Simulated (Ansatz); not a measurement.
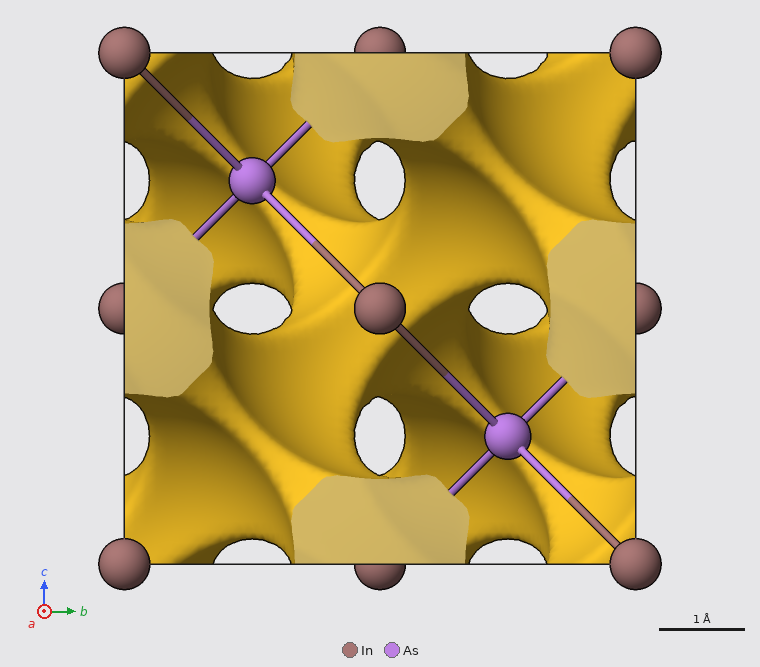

The yellow surface encloses the points that the centre of a probe sphere of radius 0.60 Å can occupy in InAs (F-43m, No. 216), computed on a grid of about 0.13 Å (1×1×1 cells shown, view along the a axis; pale faces close the region where the box cuts it).

Hard-sphere model; covalent radii (Cordero): In 1.42 Å, As 1.19 Å.

The cell is taken from a calculation's input that goes back to an entry of the Crystallography Open Database (an earlier step may have relaxed or displaced it).

```yaml
crystal:
  lattice:
    - [6.04800, 0.00000, 0.00000]
    - [0.00000, 6.04800, 0.00000]
    - [0.00000, 0.00000, 6.04800]
  atoms:
    - { symbol: In, position: [0.00000, 0.00000, 0.00000] }
    - { symbol: As, position: [0.25000, 0.25000, 0.25000] }
    - { symbol: In, position: [0.00000, 0.50000, 0.50000] }
    - { symbol: As, position: [0.25000, 0.75000, 0.75000] }
    - { symbol: In, position: [0.50000, 0.00000, 0.50000] }
    - { symbol: As, position: [0.75000, 0.25000, 0.75000] }
    - { symbol: In, position: [0.50000, 0.50000, 0.00000] }
    - { symbol: As, position: [0.75000, 0.75000, 0.25000] }
```

Q: Describe the connectivity of the accessible space.

A: Where they connect, they form a three-dimensional network.

Q: What share of the cell can the probe's centre reach?

A: About 21 % of the volume (47 Å³ of 221.2 Å³).

Q: Give the largest included and the largest free sphere.

A: The largest sphere that fits anywhere has a diameter of 2.86 Å; the largest that can travel through the crystal, about 2.1 Å.

Q: How does the connectivity change as the probe shrinks?

A: Below a radius of about 1.05 Å the space forms a three-dimensional network. These are grid estimates, good to about 0.05 Å.
